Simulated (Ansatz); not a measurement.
**Two runs on SnO2**

System: SnO2 (P1, 6 atoms in the cell).
Method of run A: DFT PBE, scalar-relativistic, plane waves, PAW, no spin polarisation (Ansatz 0.2.0).

The structure derives from an entry of the Crystallography Open Database. Text and figures count atoms from 1; the logs count them from 0 in places.

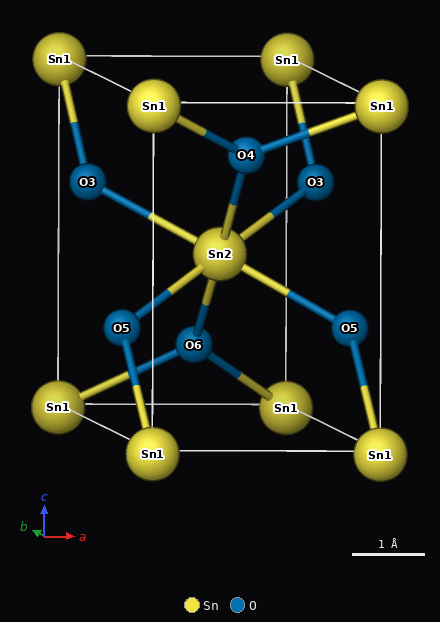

Fig. 1: The structure (ball-and-stick view of the cell of the calculation, set on other vectors, seen slightly off an axis; atoms are numbered from 1 in the order of the input). An atom can appear more than once, as a periodic image.

Input, run A:
```yaml
crystal:
  lattice:
    - [4.9239654896, -0.034762518, -0.0842565201]
    - [-0.034762518, 4.7813412939, -0.1234993782]
    - [-0.0565117067, -0.0828322915, 3.2700265711]
  atoms:
    - { symbol: Sn, position: [0.0076830809, 0.0168612823, 0.0056426586] }
    - { symbol: Sn, position: [0.5000331334, 0.5105579917, 0.503461099] }
    - { symbol: O, position: [0.3245478624, 0.2798225462, -0.0116093884] }
    - { symbol: O, position: [0.1763751458, 0.8094190694, 0.513177478] }
    - { symbol: O, position: [0.690983771, 0.6742914105, -0.0006569141] }
    - { symbol: O, position: [0.8003770065, 0.2090476999, 0.489985067] }
basis:
  ecutwfc: 420
kpoints:
  mp_grid: { grid: [6, 6, 8] }
hamiltonian:
  xc: pbe
scf:
  occupations: { method: gaussian, width: 0.05 }
output:
  forces: true
  stress: true
  eigenvalues: true
```

Launched with:
```bash
ansatz run input.yaml --threads 2 --pin off --max-ram 5120MiB --backend cpu --events-out ev --progress --plain --runs-dir out
```

Hardware: 2 threads of AMD EPYC (Zen 3), 189 GiB of memory available, shared host.

Output, shortened to warnings, some set-up lines, iterations and results (run A):
```
Basis set: ecut = 420 eV, 1503 PW (Γ), exchange–correlation on 72×64×48 points (8 copies of the dense FFT grid, shifted against one another)
Symmetry: 1 space group operations
k-points: 148 of 288 (time reversal used)
Initial density: superposition of atomic densities (neutral atoms: chi_scale 0, normalization atom), corrected by the library's trained network
[...]
SCF iter   1: F=—  HF=-14317.545301 eV  |F-HF|=—  |Δ(HF+E_count)|=         —  Δρ=1.57e-3  dr2=8.37e-4  ethr=1.77e-3  ⟨swp⟩=6.1  Hψ=20905  notcnv=0  defer=13
SCF iter   2: F=—  HF=-14317.547420 eV  |F-HF|=—  |Δ(HF+E_count)|=   2.12e-3  Δρ=7.52e-4  dr2=1.78e-4  ethr=1.61e-6  ⟨swp⟩=2.1  Hψ=9701  notcnv=0  defer=28
SCF iter   3: F=—  HF=-14317.547707 eV  |F-HF|=—  |Δ(HF+E_count)|=   2.87e-4  Δρ=3.10e-4  dr2=5.10e-5  ethr=3.43e-7  ⟨swp⟩=2.5  Hψ=7850  notcnv=0
SCF iter   4: F=—  HF=-14317.547743 eV  |F-HF|=—  |Δ(HF+E_count)|=   3.58e-5  Δρ=8.18e-5  dr2=4.78e-6  ethr=9.80e-8  ⟨swp⟩=2.0  Hψ=6240  notcnv=0
SCF iter   5: F=—  HF=-14317.547744 eV  |F-HF|=—  |Δ(HF+E_count)|=   1.52e-6  Δρ=4.68e-5  dr2=1.28e-6  ethr=9.19e-9  ⟨swp⟩=2.1  Hψ=6610  notcnv=0
SCF iter   6: F=-14317.547745 eV  HF=-14317.547745 eV  |F-HF|=1.24e-7  |Δ(HF+E_count)|=   4.21e-7  Δρ=1.32e-5  dr2=8.69e-8  ethr=1.92e-10  ⟨swp⟩=6.6  Hψ=21823  notcnv=0
SCF 1 converged in 6 iterations: F = -14317.547745 eV  dr2 = 8.69e-8
SCF converged after 6 iterations
Free energy (F): -14317.547745 eV
Harris-Foulkes:  -14317.547745 eV  (|F-HF|=1.24e-7)
Internal energy: -14317.547745 eV  (E = F + TS)
E sigma→0 (E₀):  -14317.547745 eV
Fermi energy:    8.747562 eV
--- Per-component energies (eV) ---
  E_band       = -167.563021
  E_kinetic    = 1076.225636
  E_local      = -3006.072868  (includes V_loc(G=0)·N_el)
  E_nonlocal   = 133.618117
  E_hartree    = 1538.795794
  E_xc         = -1052.981723
  E_vxc        = -561.208942  (∫ρ·V_xc dr)
  E_paw        = -8927.275075  (= ΣΔE_a)
  E_vpaw       = -887.739369  (= ΣTr[D̂ρ^β])
  E_aug_tail   = 0.009761  (compensation charges beyond the density's cutoff)
  E_ewald      = -4079.867386
  E_smearing   = -0.000000  (= −TS)
  E_closure    = 0.000000  (closes the sum)
  Σ components = -14317.547745   (vs F -14317.547745, Δ=0.00e0)
--- Forces (eV/Å), atoms counted from 1 ---
  atom   1  Sn    -1.69044106    -0.54828896     0.09292644
  atom   2  Sn    -0.73071205    -0.64223545    -0.97676072
  atom   3  O      0.34741547     1.16813211     0.28236376
  atom   4  O      0.44332795    -0.62260745    -0.59194054
  atom   5  O      0.79572560     1.51452650     0.88976613
  atom   6  O      0.83464498    -0.86949806     0.30362880
  max |Σ_I F_I| component: 3.91e-5 eV/Å
--- Stress (GPa, compression-positive) ---
       -1.084323       3.939033       3.155514
        3.939030       0.008348       5.187458
        3.155514       5.187460      -2.439638
  P = ⅓ Tr σ = -1.1719 GPa (-11.719 kbar)
```

The input of run B differs as follows (lines with − go, lines with + come):
```diff
-    - [4.9239654896, -0.034762518, -0.0842565201]
-    - [-0.034762518, 4.7813412939, -0.1234993782]
-    - [-0.0565117067, -0.0828322915, 3.2700265711]
+    - [4.8636585615, -0.0366023127, 0.0605916755]
+    - [-0.0366023127, 4.8601380867, -0.0008806703]
+    - [0.0406394543, -0.0005906745, 3.195052942]
-    - { symbol: Sn, position: [0.0076830809, 0.0168612823, 0.0056426586] }
-    - { symbol: Sn, position: [0.5000331334, 0.5105579917, 0.503461099] }
-    - { symbol: O, position: [0.3245478624, 0.2798225462, -0.0116093884] }
-    - { symbol: O, position: [0.1763751458, 0.8094190694, 0.513177478] }
-    - { symbol: O, position: [0.690983771, 0.6742914105, -0.0006569141] }
-    - { symbol: O, position: [0.8003770065, 0.2090476999, 0.489985067] }
+    - { symbol: Sn, position: [0.005735157, -0.0072379075, -0.018578231] }
+    - { symbol: Sn, position: [0.4993962583, 0.5028178949, 0.5040317494] }
+    - { symbol: O, position: [0.2976937016, 0.301008364, 0.0075900362] }
+    - { symbol: O, position: [0.1956026841, 0.8152357651, 0.5254511544] }
+    - { symbol: O, position: [0.7001178168, 0.6853023768, -0.0188685141] }
+    - { symbol: O, position: [0.8014543821, 0.2028735066, 0.5003738051] }
```

Predict how the results change.

With the same functional and potentials, run B lies 13.8 meV per atom lower. The gap on the mesh goes from 0.57 to 0.60 eV. The pressure goes from −1.17 to 2.06 GPa. The largest force goes from 1.928 to 3.264 eV/Å. The volume per atom goes from 12.82 to 12.58 Å³. The number of SCF iterations is the same. The plane waves at Γ go from 1503 to 1475.

Output, shortened to warnings, some set-up lines, iterations and results (run B):
```
Basis set: ecut = 420 eV, 1475 PW (Γ), exchange–correlation on 72×72×48 points (8 copies of the dense FFT grid, shifted against one another)
Symmetry: 1 space group operations
k-points: 148 of 288 (time reversal used)
Initial density: superposition of atomic densities (neutral atoms: chi_scale 0, normalization atom), corrected by the library's trained network
[...]
SCF iter   1: F=—  HF=-14317.627867 eV  |F-HF|=—  |Δ(HF+E_count)|=         —  Δρ=1.41e-3  dr2=6.72e-4  ethr=1.77e-3  ⟨swp⟩=6.0  Hψ=20926  notcnv=0  defer=17
SCF iter   2: F=—  HF=-14317.629987 eV  |F-HF|=—  |Δ(HF+E_count)|=   2.12e-3  Δρ=6.90e-4  dr2=1.42e-4  ethr=1.29e-6  ⟨swp⟩=2.2  Hψ=9714  notcnv=0  defer=30
SCF iter   3: F=—  HF=-14317.630264 eV  |F-HF|=—  |Δ(HF+E_count)|=   2.77e-4  Δρ=2.96e-4  dr2=4.03e-5  ethr=2.74e-7  ⟨swp⟩=2.7  Hψ=8097  notcnv=0
SCF iter   4: F=—  HF=-14317.630311 eV  |F-HF|=—  |Δ(HF+E_count)|=   4.65e-5  Δρ=7.96e-5  dr2=4.07e-6  ethr=7.74e-8  ⟨swp⟩=2.0  Hψ=6276  notcnv=0
SCF iter   5: F=—  HF=-14317.630312 eV  |F-HF|=—  |Δ(HF+E_count)|=   7.60e-7  Δρ=4.13e-5  dr2=9.17e-7  ethr=7.83e-9  ⟨swp⟩=2.0  Hψ=6524  notcnv=0
SCF iter   6: F=-14317.630312 eV  HF=-14317.630312 eV  |F-HF|=8.61e-8  |Δ(HF+E_count)|=   4.53e-7  Δρ=1.20e-5  dr2=8.55e-8  ethr=1.92e-10  ⟨swp⟩=6.6  Hψ=21007  notcnv=0
SCF 1 converged in 6 iterations: F = -14317.630312 eV  dr2 = 8.55e-8
SCF converged after 6 iterations
Free energy (F): -14317.630312 eV
Harris-Foulkes:  -14317.630312 eV  (|F-HF|=8.61e-8)
Internal energy: -14317.630312 eV  (E = F + TS)
E sigma→0 (E₀):  -14317.630312 eV
Fermi energy:    9.113583 eV
--- Per-component energies (eV) ---
  E_band       = -156.649059
  E_kinetic    = 1078.791710
  E_local      = -2984.530997  (includes V_loc(G=0)·N_el)
  E_nonlocal   = 134.056332
  E_hartree    = 1533.122148
  E_xc         = -1053.438055
  E_vxc        = -561.897858  (∫ρ·V_xc dr)
  E_paw        = -8928.451473  (= ΣΔE_a)
  E_vpaw       = -889.332556  (= ΣTr[D̂ρ^β])
  E_aug_tail   = 0.009821  (compensation charges beyond the density's cutoff)
  E_ewald      = -4097.189798
  E_smearing   = -0.000000  (= −TS)
  E_closure    = -0.000000  (closes the sum)
  Σ components = -14317.630312   (vs F -14317.630312, Δ=0.00e0)
--- Forces (eV/Å), atoms counted from 1 ---
  atom   1  Sn    -1.76443833     1.65619387     2.19046900
  atom   2  Sn    -0.29386413    -0.75369996    -0.53624506
  atom   3  O      0.63493136     0.84793500     0.06163860
  atom   4  O      1.00820591    -1.15885546    -2.23081715
  atom   5  O     -0.13771399     0.31322788     0.83999468
  atom   6  O      0.55285371    -0.90478119    -0.32498603
  max |Σ_I F_I| component: 5.41e-5 eV/Å
--- Stress (GPa, compression-positive) ---
        0.389087       1.862368      -3.606360
        1.862368       0.268326       3.123971
       -3.606360       3.123973       5.514747
  P = ⅓ Tr σ = 2.0574 GPa (20.574 kbar)
```

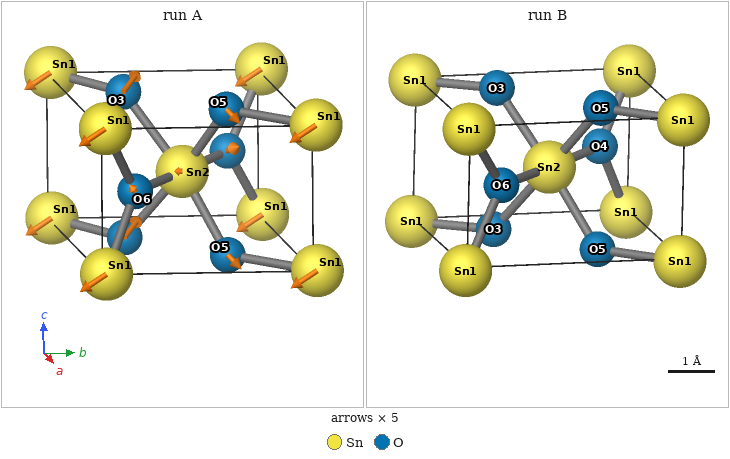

Fig. 2: The two input geometries at one scale (ball-and-stick view of the cell of the calculation, seen slightly off an axis). The orange arrows on the first give the shifts of the atoms relative to the cell, with their mean removed, magnified 5 times. O3 moves most relative to the cell: 0.18 Å. Largest moves by element: O 0.18 Å, Sn 0.14 Å. (The mean shift of all atoms is removed.) The volume changes by −1.8 %, with a 4.925 → 4.864 Å (−1.2 %), b 4.783 → 4.860 Å (+1.6 %), c 3.272 → 3.195 Å (−2.3 %), α 92.9° → 90.0°, β 92.0° → 88.6°. Among the contacts that change: Sn1–O5 2.245 → 2.092 Å, Sn1–O4 2.055 → 1.917 Å, Sn1–O6 2.094 → 2.174 Å, Sn2–O3 2.174 → 2.099 Å.

The two runs side by side:

| quantity | run A | run B |
| --- | --- | --- |
| outcome | converged | converged |
| free energy per atom (eV) | −2386.2580 | −2386.2717 |
| gap on the mesh (eV) | 0.57 | 0.60 |
| pressure (GPa) | −1.17 | 2.06 |
| volume per atom (Å³) | 12.82 | 12.58 |
| largest force (eV/Å) | 1.928 | 3.264 |
| SCF iterations | 6 | 6 |
| irreducible k-points | 148 | 148 |
| plane waves at Γ | 1503 | 1475 |
| wall time (shared host) | 33 s | 33 s |
